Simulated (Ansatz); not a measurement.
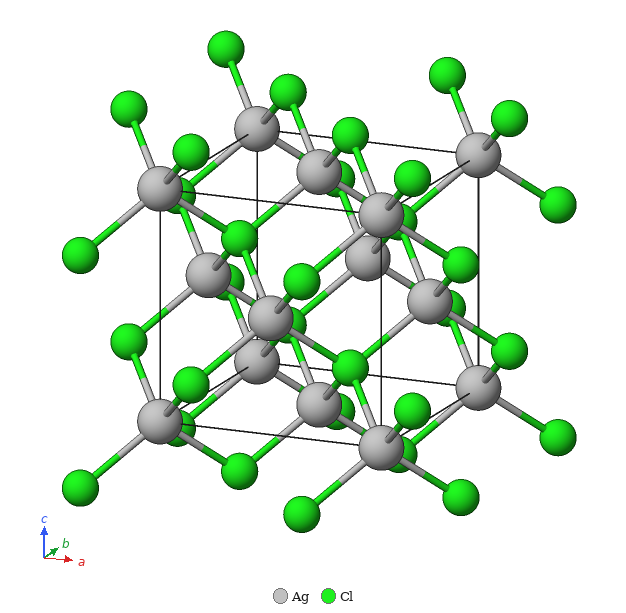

Shown here is a ball-and-stick view of the crystal, taken slightly off an axis. The conventional unit cell is outlined; an atom on or near a face, edge or corner is repeated at each equivalent position. Atoms just outside the outline that bond to atoms inside are added.

AgCl, zinc blende (sphalerite type), space group F-43m (No. 216), a = 6.306 Å, b = 6.306 Å, c = 6.306 Å, α = 90.00°, β = 90.00°, γ = 90.00°. The cell started as a structure type filled with these elements by a generator (whether the compound takes this form wasn't checked). The cell was then strained or its atoms displaced on purpose. Ansatz was used for an electronic-structure calculation on it.

This one geometry was computed with Ansatz (DFT, plane waves, PAW) at three levels of theory: r2SCAN, PBE and HSE06. It was relaxed with r2SCAN and then strained.

How does the band gap change with the level of theory?

Answer. PBE: a gap of 1.44 eV, direct; r2SCAN: a gap of 1.85 eV, direct; HSE06: a gap of 2.93 eV, direct.

Collect the results in a table.

Answer.
| level | cutoff (eV) | k-mesh of the run's cell | gap (eV) | pressure (GPa) |
| --- | --- | --- | --- | --- |
| r2SCAN | 500 | 8×8×8 | 1.85 | -3.7 |
| PBE | 420 | 8×8×8 | 1.44 | -2.7 |
| HSE06 | 420 | 6×6×6 | 2.93 | -2.7 |

Gaps are taken on the k-mesh or band path of each run.
